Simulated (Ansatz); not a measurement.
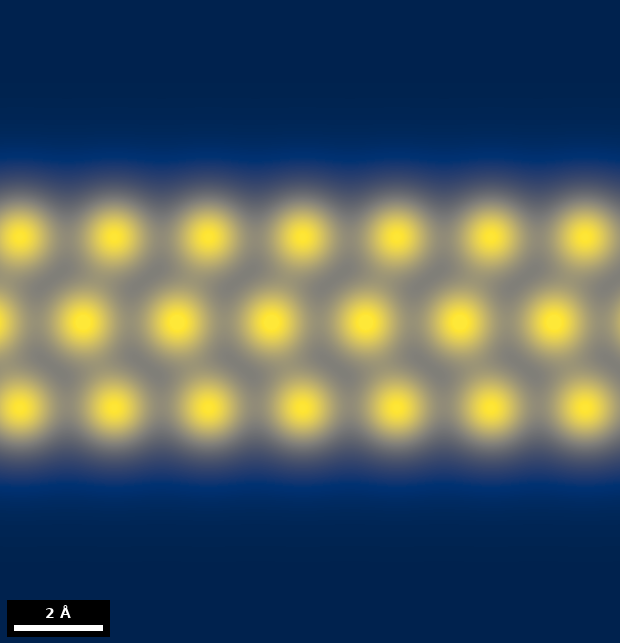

Cross-section of a (001) slab of Co (P6_3/mmc), seen along a direction in its plane, the normal pointing up. Simulated as the projected potential of neutral atoms (B = 0.3 Å²) blurred by a 1.20 Å probe, the thin-sample limit of integrated differential phase contrast. The display is stretched by a gamma of 0.8; percentages refer to the linear signal. Structure: the end point of a relaxation in a fixed cell under constraints with DFT PBEsol, scalar-relativistic, plane waves, PAW (Ansatz 0.2.0).

Question: How many atomic planes does the slab have, and what do they hold from top to bottom?

Answer: 3 planes (atoms within 0.35 Å in height count as one plane):

```tsv
plane	content	depth below the top plane (Å)
1	Co	0.0
2	Co	2.0
3	Co	3.9
```

Question: How thick is it, and how does it end on either side?

Answer: The outermost planes are 3.9 Å apart. The upper face ends in Co and the lower in Co, so the sequence of planes is the same from both sides.
